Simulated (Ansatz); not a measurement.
Run report: Zn$_{15}$Se$_{16}$ (charge −2), geometry relaxation (part 1 of 3)

Zn$_{15}$Se$_{16}$ (defect cell, 31 atoms in the cell, total charge −2), computed with DFT PBEsol, scalar-relativistic, plane waves, PAW, no spin polarisation (Ansatz 0.2.0).

The structure derives from a Materials Project entry. It belongs to a series of runs on one base structure; here: Zn on a Zn site beside a Zn vacancy, charge -2, atoms relaxed.

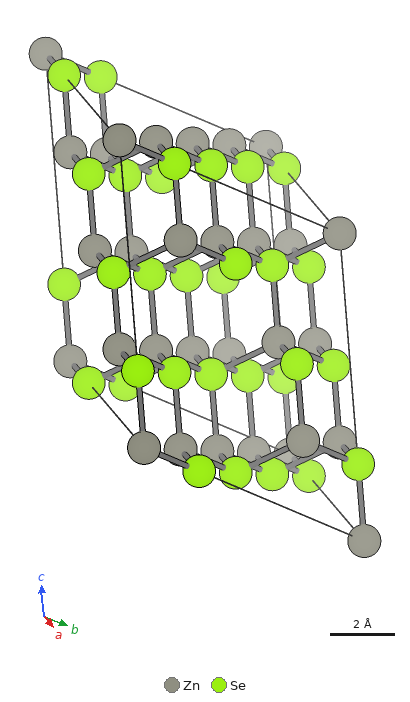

Fig. 1: The starting structure (ball-and-stick view of the cell of the calculation, seen slightly off an axis).

The input
```yaml
crystal:
  lattice:
    - [-5.6332473954, 5.6332473954, -5.6332473954]
    - [5.6332473954, 5.6332473954, 5.6332473954]
    - [5.6332473954, -5.6332473954, -5.6332473954]
  atoms:
    - { symbol: Zn, position: [0.25, 0.25, 0.5] }
    - { symbol: Zn, position: [0.5, 0.25, 0.25] }
    - { symbol: Zn, position: [0.75, 0.75, 0.5] }
    - { symbol: Zn, position: [0.25, 0.5, 0.25] }
    - { symbol: Zn, position: [0.5, 0.0, 0.5] }
    - { symbol: Zn, position: [0.0, 0.75, 0.25] }
    - { symbol: Zn, position: [0.75, 0.25, 0.0] }
    - { symbol: Zn, position: [0.5, 0.5, 0.0] }
    - { symbol: Zn, position: [0.75, 0.0, 0.25] }
    - { symbol: Zn, position: [0.0, 0.25, 0.75] }
    - { symbol: Zn, position: [0.25, 0.75, 0.0] }
    - { symbol: Zn, position: [0.0, 0.0, 0.0] }
    - { symbol: Zn, position: [0.75, 0.5, 0.75] }
    - { symbol: Zn, position: [0.5, 0.75, 0.75] }
    - { symbol: Zn, position: [0.25, 0.0, 0.75] }
    - { symbol: Se, position: [0.25, 0.25, 0.75] }
    - { symbol: Se, position: [0.0, 0.5, 0.75] }
    - { symbol: Se, position: [0.5, 0.25, 0.5] }
    - { symbol: Se, position: [0.75, 0.75, 0.75] }
    - { symbol: Se, position: [0.25, 0.5, 0.5] }
    - { symbol: Se, position: [0.5, 0.0, 0.75] }
    - { symbol: Se, position: [0.0, 0.75, 0.5] }
    - { symbol: Se, position: [0.75, 0.25, 0.25] }
    - { symbol: Se, position: [0.5, 0.5, 0.25] }
    - { symbol: Se, position: [0.75, 0.0, 0.5] }
    - { symbol: Se, position: [0.0, 0.25, 0.0] }
    - { symbol: Se, position: [0.25, 0.75, 0.25] }
    - { symbol: Se, position: [0.0, 0.0, 0.25] }
    - { symbol: Se, position: [0.75, 0.5, 0.0] }
    - { symbol: Se, position: [0.5, 0.75, 0.0] }
    - { symbol: Se, position: [0.25, 0.0, 0.0] }
total_charge: -2
basis:
  ecutwfc: 420
  xc_grid: 2
kpoints:
  mp_grid: { grid: [2, 2, 2], shift: [0.5, 0.5, 0.5] }
hamiltonian:
  xc: pbesol
scf:
  occupations: { method: gaussian, width: 0.02 }
output:
  forces: true
  stress: false
  eigenvalues: true
  write_density: true
  write_potential: true
  elf: true
  volumetric_format: npy
relax:
  adjacent_minimum: "off"
  f_tol: 0.02
  max_steps: 60
```

Launch command:
```bash
ansatz run input.yaml --threads 8 --pin off --max-ram 20480MiB --backend cpu --events-out ev --progress --plain --runs-dir out
```

What the program printed
```
Engine: ansatz 0.2.0, x86_64-unknown-linux-gnu
Pseudopotentials: kind: paw
Pseudopotential: Zn, paw, valence charge 12, recommended cutoff 420 eV (normal), Zn.paw.azcp
Pseudopotential: Se, paw, valence charge 16, recommended cutoff 420 eV (normal), Se.paw.azcp
Functional definition: PBEsol
  exchange = pbesol_x
  correlation = pbesol_c
Crystal: 31 atoms, lattice volume = 715.050 Å³
Basis set: ecut = 420 eV, 14027 PW (Γ), exchange–correlation on 144×144×144 points (8 copies of the dense FFT grid, shifted against one another)
Bands: 263, of which v1, the nominal top of the filled ones, is band 219 counted from 1 (218 counted from 0)
Symmetry: 24 space group operations
Space group: I-43m (ITA 217), of the structure as read, at distance tolerance 8.9e-5 Å
k-points: 2 of 8 (time reversal used)
Non-local potential: Zn, projectors of the file, l = 0: 2, l = 1: 2, l = 2: 3, l = 3: 1
Non-local potential: Se, projectors of the file, l = 0: 2, l = 1: 2, l = 2: 3, l = 3: 1
PAW form: soft (Blöchl's): semilocal exchange-correlation on the pseudo side does not see the compensation charge
PAW frozen core: Zn, regenerated for the run's functional, and the local potential with it (the file was generated under x = pbe(κ = 0.804, μ = 0.2195149727645171), c = pbe(β = 0.06672455060314922))
PAW frozen core: Se, regenerated for the run's functional, and the local potential with it (the file was generated under x = pbe(κ = 0.804, μ = 0.2195149727645171), c = pbe(β = 0.06672455060314922))
PAW one-centre angular grid: Zn, 590 points (default); XC on 64 Gauss nodes
PAW one-centre angular grid: Se, 590 points (default); XC on 64 Gauss nodes
Initial density: superposition of atomic densities (neutral atoms scaled as one to the charged cell's electrons: chi_scale 0, normalization atom), corrected by the library's trained network
Initial wavefunctions: pseudopotential atomic-orbital guess
Functional: x = pbesol(κ = 0.804, μ = 0.12345679012345678), c = pbesol(β = 0.046)
SCF iter   1: F=—  HF=-136007.076563 eV  |F-HF|=—  |Δ(HF+E_count)|=         —  Δρ=2.39e-2  dr2=3.02e0  ethr=1.77e-3  ⟨swp⟩=6.0  Hψ=2052  notcnv=0  defer=5
preconditioner: auto → Resta (q_TF=auto, 2.514 Å⁻¹)  ε∞=5.8  [insulator: Δε(μ)=2.674 eV  Ē_g=10.582 eV  σ=0.020 eV  W_gap=1.00  n_scr=200 (ndim 8)  ℏωp=23.2 eV  f_vac=0.118  D(μ)=0.00/eV (n_scr^D=0)  ε∞_Penn≈5.8]
SCF iter   2: F=—  HF=-136006.136701 eV  |F-HF|=—  |Δ(HF+E_count)|=   9.40e-1  Δρ=6.37e-3  dr2=3.76e-1  ethr=6.89e-4  ⟨swp⟩=2.0  Hψ=865  notcnv=0  defer=75
SCF iter   3: F=—  HF=-136005.921967 eV  |F-HF|=—  |Δ(HF+E_count)|=   2.15e-1  Δρ=5.15e-3  dr2=2.05e-1  ethr=8.58e-5  ⟨swp⟩=2.0  Hψ=710  notcnv=0  defer=75
SCF iter   4: F=—  HF=-136005.842551 eV  |F-HF|=—  |Δ(HF+E_count)|=   7.94e-2  Δρ=1.71e-3  dr2=1.59e-2  ethr=4.69e-5  ⟨swp⟩=2.0  Hψ=737  notcnv=0  defer=75
SCF iter   5: F=—  HF=-136005.846089 eV  |F-HF|=—  |Δ(HF+E_count)|=   3.54e-3  Δρ=5.60e-4  dr2=1.94e-3  ethr=3.63e-6  ⟨swp⟩=2.0  Hψ=897  notcnv=0  defer=75
SCF iter   6: F=—  HF=-136005.846413 eV  |F-HF|=—  |Δ(HF+E_count)|=   3.25e-4  Δρ=1.58e-4  dr2=2.53e-4  ethr=4.43e-7  ⟨swp⟩=2.0  Hψ=889  notcnv=0  defer=75
SCF iter   7: F=—  HF=-136005.846712 eV  |F-HF|=—  |Δ(HF+E_count)|=   2.98e-4  Δρ=1.86e-4  dr2=1.62e-4  ethr=5.77e-8  ⟨swp⟩=2.0  Hψ=889  notcnv=0  defer=75
SCF iter   8: F=—  HF=-136005.846656 eV  |F-HF|=—  |Δ(HF+E_count)|=   5.60e-5  Δρ=4.78e-5  dr2=1.78e-5  ethr=3.70e-8  ⟨swp⟩=2.0  Hψ=697  notcnv=0  defer=75
SCF iter   9: F=-136005.846660 eV  HF=-136005.846659 eV  |F-HF|=6.08e-7  |Δ(HF+E_count)|=   3.42e-6  Δρ=1.20e-5  dr2=6.97e-7  ethr=2.28e-9  ⟨swp⟩=16.0  Hψ=5740  notcnv=0
SCF 1 converged in 9 iterations: F = -136005.846660 eV  dr2 = 6.97e-7
  greatest PAW one-centre occupation: 1.000 electrons in one spin orbital (limit 2), on the Se atom at site 30 (counted from 0), in its partial waves of l = 2
relax step   1: F+E_penalty+E_count = -136005.84665981 eV  Δ(F+E_penalty+E_count) = +0.000e0 eV  max|allowed force component| = 3.814e-1 eV/Å  Δτ_max = 0.0000 Å  (9 SCF iters, dr2 threshold 1.00e-5 eV, accepted)
Initial density: handed on by an earlier stage of this run
Initial wavefunctions: those handed on with the density
iter 1 solved again at ethr=1.05e-4 eV; its pass at ethr=3.10e-3 eV (dr2=4.58e-1 eV) is discarded
SCF iter   1: F=—  HF=-136006.314942 eV  |F-HF|=—  |Δ(HF+E_count)|=         —  Δρ=8.12e-3  dr2=4.63e-1  ethr=1.05e-4  ⟨swp⟩=1.0  Hψ=1693  notcnv=0  defer=75
preconditioner: auto → Resta (q_TF=auto, 2.514 Å⁻¹)  ε∞=5.5  [insulator: Δε(μ)=2.653 eV  Ē_g=10.937 eV  σ=0.020 eV  W_gap=1.00  n_scr=200 (ndim 8)  ℏωp=23.2 eV  f_vac=0.093  D(μ)=0.00/eV (n_scr^D=0)  ε∞_Penn≈5.5]
SCF iter   2: F=—  HF=-136006.181395 eV  |F-HF|=—  |Δ(HF+E_count)|=   1.34e-1  Δρ=3.80e-3  dr2=8.97e-2  ethr=1.05e-4  ⟨swp⟩=2.0  Hψ=766  notcnv=0  defer=75
SCF iter   3: F=—  HF=-136006.155102 eV  |F-HF|=—  |Δ(HF+E_count)|=   2.63e-2  Δρ=1.03e-3  dr2=6.78e-3  ethr=2.05e-5  ⟨swp⟩=2.5  Hψ=783  notcnv=0  defer=75
SCF iter   4: F=—  HF=-136006.154217 eV  |F-HF|=—  |Δ(HF+E_count)|=   8.85e-4  Δρ=5.60e-4  dr2=2.46e-3  ethr=1.55e-6  ⟨swp⟩=2.0  Hψ=778  notcnv=0  defer=75
SCF iter   5: F=—  HF=-136006.154060 eV  |F-HF|=—  |Δ(HF+E_count)|=   1.57e-4  Δρ=2.34e-4  dr2=5.66e-4  ethr=5.62e-7  ⟨swp⟩=2.0  Hψ=804  notcnv=0  defer=75
SCF iter   6: F=—  HF=-136006.153936 eV  |F-HF|=—  |Δ(HF+E_count)|=   1.24e-4  Δρ=7.00e-5  dr2=8.01e-5  ethr=1.29e-7  ⟨swp⟩=2.0  Hψ=769  notcnv=0  defer=75
SCF iter   7: F=-136006.153954 eV  HF=-136006.153953 eV  |F-HF|=6.42e-7  |Δ(HF+E_count)|=   1.71e-5  Δρ=2.46e-5  dr2=7.36e-6  ethr=2.08e-9  ⟨swp⟩=14.0  Hψ=4494  notcnv=0
SCF 2 converged in 7 iterations: F = -136006.153954 eV  dr2 = 7.36e-6
  greatest PAW one-centre occupation: 1.000 electrons in one spin orbital (limit 2), on the Se atom at site 22 (counted from 0), in its partial waves of l = 2
relax step   2: F+E_penalty+E_count = -136006.15395373 eV  Δ(F+E_penalty+E_count) = -3.073e-1 eV  max|allowed force component| = 1.914e-1 eV/Å  Δτ_max = 0.1329 Å  (7 SCF iters, dr2 threshold 9.09e-6 eV, accepted)
SCF iter   1: F=—  HF=-136006.207982 eV  |F-HF|=—  |Δ(HF+E_count)|=         —  Δρ=2.68e-3  dr2=3.74e-2  ethr=1.43e-4  ⟨swp⟩=4.0  Hψ=1084  notcnv=0  defer=75
preconditioner: auto → Resta (q_TF=auto, 2.514 Å⁻¹)  ε∞=5.5  [insulator: Δε(μ)=2.812 eV  Ē_g=10.915 eV  σ=0.020 eV  W_gap=1.00  n_scr=200 (ndim 8)  ℏωp=23.2 eV  f_vac=0.092  D(μ)=0.00/eV (n_scr^D=0)  ε∞_Penn≈5.5]
SCF iter   2: F=—  HF=-136006.197543 eV  |F-HF|=—  |Δ(HF+E_count)|=   1.04e-2  Δρ=1.31e-3  dr2=8.59e-3  ethr=8.54e-6  ⟨swp⟩=2.0  Hψ=652  notcnv=0  defer=75
SCF iter   3: F=—  HF=-136006.195214 eV  |F-HF|=—  |Δ(HF+E_count)|=   2.33e-3  Δρ=2.92e-4  dr2=7.41e-4  ethr=1.96e-6  ⟨swp⟩=2.0  Hψ=782  notcnv=0  defer=75
SCF iter   4: F=—  HF=-136006.195424 eV  |F-HF|=—  |Δ(HF+E_count)|=   2.10e-4  Δρ=2.20e-4  dr2=3.35e-4  ethr=1.69e-7  ⟨swp⟩=2.0  Hψ=697  notcnv=0  defer=75
SCF iter   5: F=—  HF=-136006.195312 eV  |F-HF|=—  |Δ(HF+E_count)|=   1.13e-4  Δρ=5.12e-5  dr2=3.61e-5  ethr=7.65e-8  ⟨swp⟩=2.0  Hψ=697  notcnv=0  defer=75
SCF iter   6: F=—  HF=-136006.195310 eV  |F-HF|=—  |Δ(HF+E_count)|=   2.08e-6  Δρ=2.11e-5  dr2=5.50e-6  ethr=8.23e-9  ⟨swp⟩=2.0  Hψ=769  notcnv=0  defer=75
SCF iter   7: F=-136006.195312 eV  HF=-136006.195312 eV  |F-HF|=2.03e-7  |Δ(HF+E_count)|=   2.28e-6  Δρ=8.12e-6  dr2=5.45e-7  ethr=5.23e-10  ⟨swp⟩=14.5  Hψ=4888  notcnv=0
SCF 3 converged in 7 iterations: F = -136006.195312 eV  dr2 = 5.45e-7
  greatest PAW one-centre occupation: 1.000 electrons in one spin orbital (limit 2), on the Se atom at site 21 (counted from 0), in its partial waves of l = 2
relax step   3: F+E_penalty+E_count = -136006.19531216 eV  Δ(F+E_penalty+E_count) = -4.136e-2 eV  max|allowed force component| = 2.499e-2 eV/Å  Δτ_max = 0.0360 Å  (7 SCF iters, dr2 threshold 2.29e-6 eV, accepted)
SCF iter   1: F=—  HF=-136006.198034 eV  |F-HF|=—  |Δ(HF+E_count)|=         —  Δρ=7.82e-4  dr2=3.19e-3  ethr=6.46e-6  ⟨swp⟩=3.0  Hψ=926  notcnv=0  defer=75
preconditioner: auto → Resta (q_TF=auto, 2.514 Å⁻¹)  ε∞=5.5  [insulator: Δε(μ)=2.837 eV  Ē_g=10.914 eV  σ=0.020 eV  W_gap=1.00  n_scr=200 (ndim 8)  ℏωp=23.2 eV  f_vac=0.093  D(μ)=0.00/eV (n_scr^D=0)  ε∞_Penn≈5.5]
SCF iter   2: F=—  HF=-136006.197028 eV  |F-HF|=—  |Δ(HF+E_count)|=   1.01e-3  Δρ=3.62e-4  dr2=6.08e-4  ethr=7.28e-7  ⟨swp⟩=2.0  Hψ=666  notcnv=0  defer=75
SCF iter   3: F=—  HF=-136006.196839 eV  |F-HF|=—  |Δ(HF+E_count)|=   1.89e-4  Δρ=5.37e-5  dr2=1.64e-5  ethr=1.39e-7  ⟨swp⟩=2.0  Hψ=889  notcnv=0  defer=75
SCF iter   4: F=—  HF=-136006.197107 eV  |F-HF|=—  |Δ(HF+E_count)|=   2.68e-4  Δρ=5.69e-5  dr2=1.38e-5  ethr=3.74e-9  ⟨swp⟩=2.0  Hψ=769  notcnv=0  defer=75
SCF iter   5: F=—  HF=-136006.197099 eV  |F-HF|=—  |Δ(HF+E_count)|=   8.17e-6  Δρ=6.12e-6  dr2=3.40e-7  ethr=3.16e-9  ⟨swp⟩=2.0  Hψ=697  notcnv=0  defer=75
SCF iter   6: F=-136006.197099 eV  HF=-136006.197099 eV  |F-HF|=6.87e-8  |Δ(HF+E_count)|=   3.56e-8  Δρ=2.75e-6  dr2=8.36e-8  ethr=2.28e-11  ⟨swp⟩=14.5  Hψ=4476  notcnv=0
SCF 4 converged in 6 iterations: F = -136006.197099 eV  dr2 = 8.36e-8
  greatest PAW one-centre occupation: 1.000 electrons in one spin orbital (limit 2), on the Se atom at site 19 (counted from 0), in its partial waves of l = 2
relax step   4: F+E_penalty+E_count = -136006.19709879 eV  Δ(F+E_penalty+E_count) = -1.787e-3 eV  max|allowed force component| = 8.712e-3 eV/Å  Δτ_max = 0.0078 Å  (6 SCF iters, accepted)
```

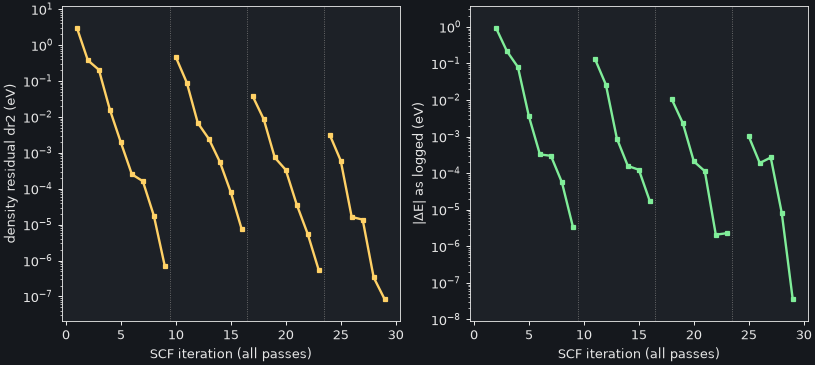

Fig. 2: Convergence of the self-consistent field: density residual dr2 and size of the energy change against the SCF iteration. The dotted lines part the SCF passes of the relaxation: geometry steps, rejected trials and re-solves on a re-selected basis. The passes take 9, 7, 7 and 6 iterations.

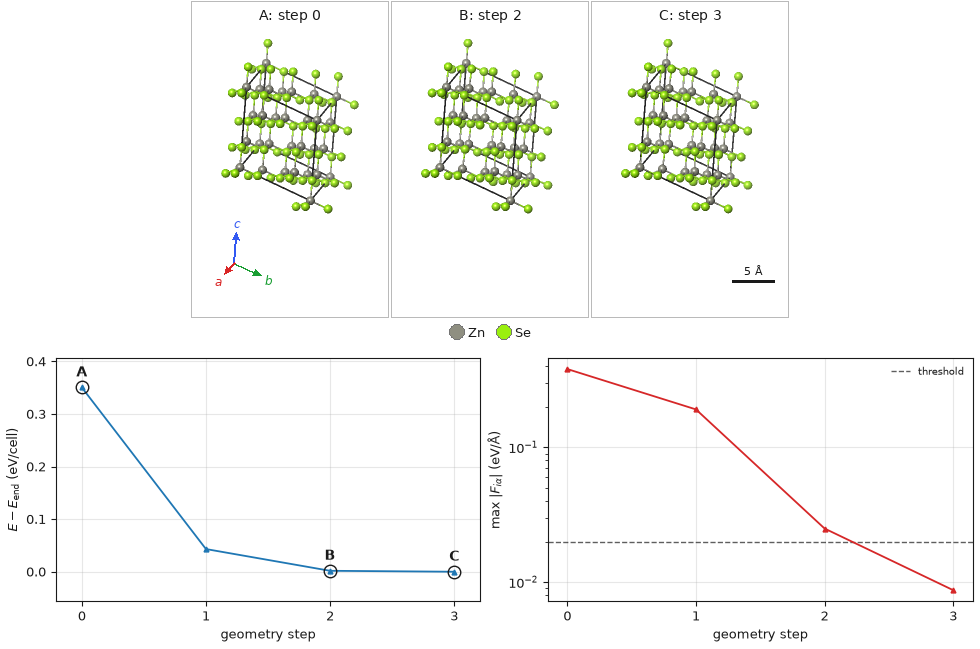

Fig. 3: Frames of the relaxation (ball-and-stick view of the cell of the calculation, with bonded neighbours outside it, seen slightly off an axis) above the curves, on which the letters mark them (the first geometry is step 0 here and step 1 in the log).

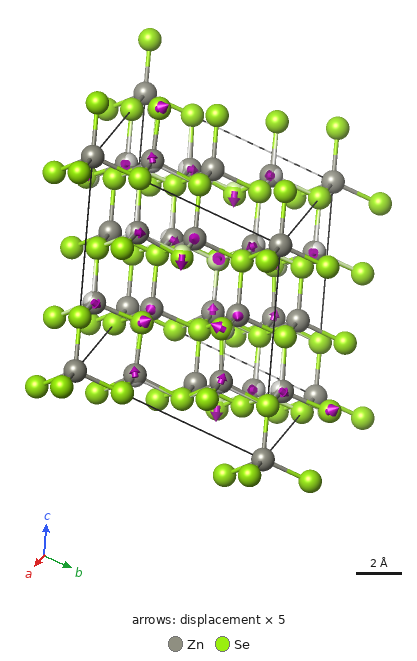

Fig. 4: Start (faint) and end (solid) with the displacements as pink arrows, magnified 5 times (ball-and-stick view of the cell of the calculation, with bonded neighbours outside it, seen slightly off an axis). The largest moves, 0.15 Å, are those of Se17, Se20, Se22 and Se23. Largest moves by element: Se 0.15 Å, Zn 0.11 Å. The cell doesn't change. Among the contacts that change: Zn10–Se17 2.439 → 2.394 Å, Zn10–Se16 2.439 → 2.479 Å, Zn10–Se26 2.439 → 2.460 Å, Zn12–Se19 2.439 → 2.446 Å. Among the angles that change: Se17–Zn11–Se27 109.5° → 115.8°, Zn10–Se17–Zn11 109.5° → 105.1°, Se30–Zn11–Se31 109.5° → 106.2°. The energy falls by 0.350 eV per cell of the calculation in 3 geometry steps. The largest force component goes from 0.38 to 0.0087 eV/Å. (Atoms are counted from 1 in the order of the input.)

```
SCF converged after 6 iterations
Free energy (F): -136006.197099 eV
Harris-Foulkes:  -136006.197099 eV  (|F-HF|=6.87e-8)
Internal energy: -136006.197099 eV  (E = F + TS)
E sigma→0 (E₀):  -136006.197099 eV
Fermi energy:    7.849671 eV
--- Per-component energies (eV) ---
  E_band       = -6212.133595
  E_kinetic    = 3891.196036
  E_local      = -68738.254733  (includes V_loc(G=0)·N_el)
  E_nonlocal   = -252.159548
  E_hartree    = 31859.779306
  E_xc         = -3706.587280
  E_vxc        = -2380.669946  (∫ρ·V_xc dr)
  E_paw        = -56747.171873  (= ΣΔE_a)
  E_vpaw       = -2451.807824  (= ΣTr[D̂ρ^β])
  E_aug_tail   = -0.014526  (compensation charges beyond the density's cutoff)
  E_ewald      = -42341.080010
  E_core_change = 28.095531  (= ΣΔE_core)
  E_smearing   = -0.000000  (= −TS)
  E_closure    = -0.000000  (closes the sum)
  E_deformation_potential = -24.745869  (in the stress; not in F)
  Σ components = -136006.197099   (vs F -136006.197099, Δ=0.00e0)
--- Forces (eV/Å), atoms counted from 1 ---
  atom   1  Zn    -0.00871217     0.00555249    -0.00871217
  atom   2  Zn    -0.00555249    -0.00871217     0.00871217
  atom   3  Zn     0.00871217     0.00555249     0.00871217
  atom   4  Zn    -0.00871217     0.00871217    -0.00555249
  atom   5  Zn    -0.00000000     0.00000000    -0.00000000
  atom   6  Zn     0.00555249     0.00871217     0.00871217
  atom   7  Zn    -0.00871217    -0.00555249     0.00871217
  atom   8  Zn    -0.00000000    -0.00000000    -0.00000000
  atom   9  Zn    -0.00871217    -0.00871217     0.00555249
  atom  10  Zn     0.00555249    -0.00871217    -0.00871217
  atom  11  Zn     0.00871217    -0.00555249    -0.00871217
  atom  12  Zn     0.00000000     0.00000000     0.00000000
  atom  13  Zn     0.00871217    -0.00871217    -0.00555249
  atom  14  Zn    -0.00555249     0.00871217    -0.00871217
  atom  15  Zn     0.00871217     0.00871217     0.00555249
  atom  16  Se    -0.00757084    -0.00757084    -0.00818783
  atom  17  Se    -0.00497782     0.00497782     0.00497782
  atom  18  Se     0.00757084    -0.00818783     0.00757084
  atom  19  Se     0.00818783    -0.00757084     0.00757084
  atom  20  Se     0.00497782    -0.00497782     0.00497782
  atom  21  Se     0.00757084     0.00818783    -0.00757084
  atom  22  Se    -0.00497782    -0.00497782    -0.00497782
  atom  23  Se     0.00497782     0.00497782    -0.00497782
  atom  24  Se     0.00757084    -0.00757084     0.00818783
  atom  25  Se    -0.00757084    -0.00818783    -0.00757084
  atom  26  Se    -0.00818783     0.00757084     0.00757084
  atom  27  Se    -0.00757084     0.00818783     0.00757084
  atom  28  Se    -0.00818783    -0.00757084    -0.00757084
  atom  29  Se    -0.00757084     0.00757084     0.00818783
  atom  30  Se     0.00757084     0.00757084    -0.00818783
  atom  31  Se     0.00818783     0.00757084    -0.00757084
  max |Σ_I F_I| component: 7.81e-18 eV/Å
--- Band table (eV) ---
```
